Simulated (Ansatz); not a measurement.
# Ti$_{3}$O$_{4}$: what the fields show

```yaml
crystal:
  lattice:
    - [5.82563, 0.00000, 0.00000]
    - [0.00000, -8.06071, 0.00000]
    - [0.00000, 0.00000, -2.96903]
  atoms:
    - { symbol: Ti, position: [0.00000, 0.00000, 0.50000] }
    - { symbol: Ti, position: [0.50000, 0.50000, 0.50000] }
    - { symbol: Ti, position: [0.25000, 0.25000, 0.00000] }
    - { symbol: Ti, position: [0.75000, 0.75000, 0.00000] }
    - { symbol: Ti, position: [0.25000, 0.75000, 0.00000] }
    - { symbol: Ti, position: [0.75000, 0.25000, 0.00000] }
    - { symbol: O, position: [0.26278, 0.50000, 0.97895] }
    - { symbol: O, position: [0.76278, 0.00000, 0.97895] }
    - { symbol: O, position: [0.00000, 0.25888, 0.47895] }
    - { symbol: O, position: [0.50000, 0.75888, 0.47895] }
    - { symbol: O, position: [0.23722, 0.00000, 0.97895] }
    - { symbol: O, position: [0.73722, 0.50000, 0.97895] }
    - { symbol: O, position: [0.00000, 0.74112, 0.47895] }
    - { symbol: O, position: [0.50000, 0.24112, 0.47895] }
```

Space group Cmm2; a structure from a database of computed crystals, not necessarily the ambient phase; changed on purpose from its base cell (all O atoms moved +0.062 Å, as atom 4 along Cartesian [0 0 1]); not relaxed (largest force 0.8 eV/Å); computed without spin polarisation.

Method: DFT PBEsol, scalar-relativistic, plane waves, PAW in Ansatz 0.2.0.

Core electrons are frozen (PAW), and the valence fields are smoothed inside the atomic spheres.

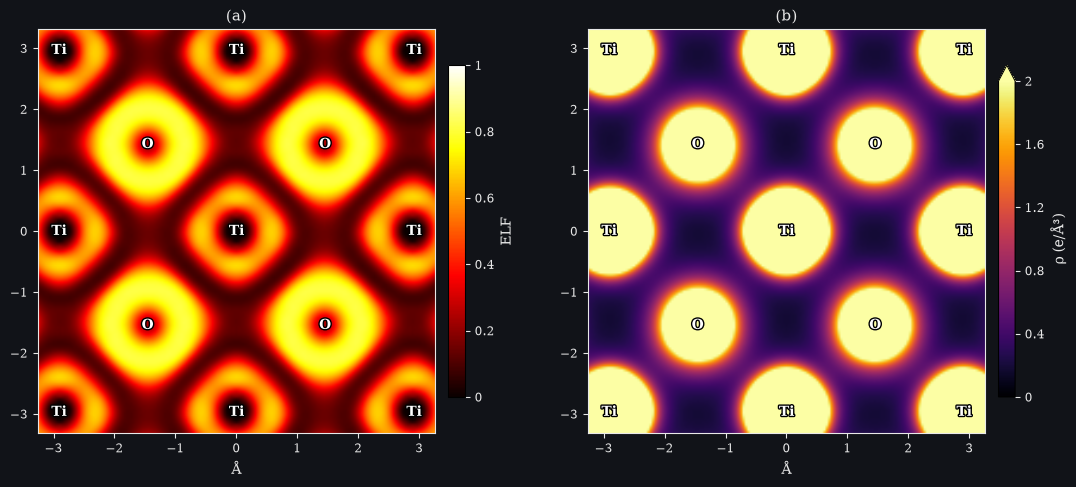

Figure 1. (a) ELF; (b) valence pseudo-density on the (010) plane of the conventional cell.

**What does the map show?**

- Atoms in the plane: Ti and O.
- Ti–Ti (2.91 Å): ρ is about 0.19 e/Å³ halfway; the ELF is about 0.15 at the midpoint: no localised pair shows between them.
- Ti–O (2.04 Å): the density is about 0.54 e/Å³ at the midpoint; the ELF peaks at about 0.80 in the valence shell of O, 0.6 Å from its nucleus, and is about 0.15 at the midpoint (no shared electron pair shows on this line).
- Ti–Ti (2.97 Å): ρ is about 0.18 e/Å³ halfway; the ELF is about 0.10 at the midpoint (no shared electron pair shows on this line).
- Between the atoms the lowest density in this plane is 0.18 e/Å³.
- The features right at Ti lie inside the PAW spheres, where the map follows smoothed inner orbitals and isn't to be read closely.

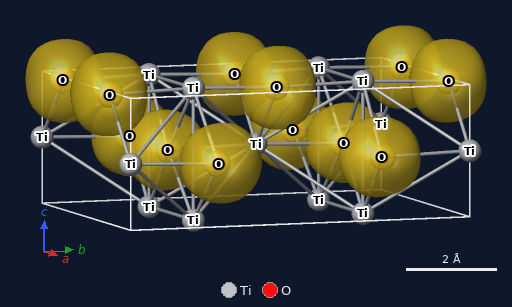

Figure 2. Isosurface of the ELF at 0.6 (yellow), seen slightly off an axis. Core shells and regions of very low density are left out. Sticks mark near contacts.

**Where are the electrons localised?**

At this value the surface marks out eight regions wrapped around O (the valence shell of each), counted in one cell of 14 atoms. Any copies at cell faces, edges or corners count once. Profiles from the grid: Ti–O (1.98 Å): the ELF peaks at about 0.80 in the valence shell of O, 0.6 Å from its nucleus, and is about 0.20 at the midpoint (no localised pair shows between them). Ti–Ti (2.90 Å): the ELF is about 0.15 at the midpoint (no shared electron pair shows on this line).

**Metal or insulator at this level of theory?**

It is metallic or semimetallic at this level of theory: no gap opens; semilocal functionals without U, or without the true magnetic order, often close the gap of such compounds.
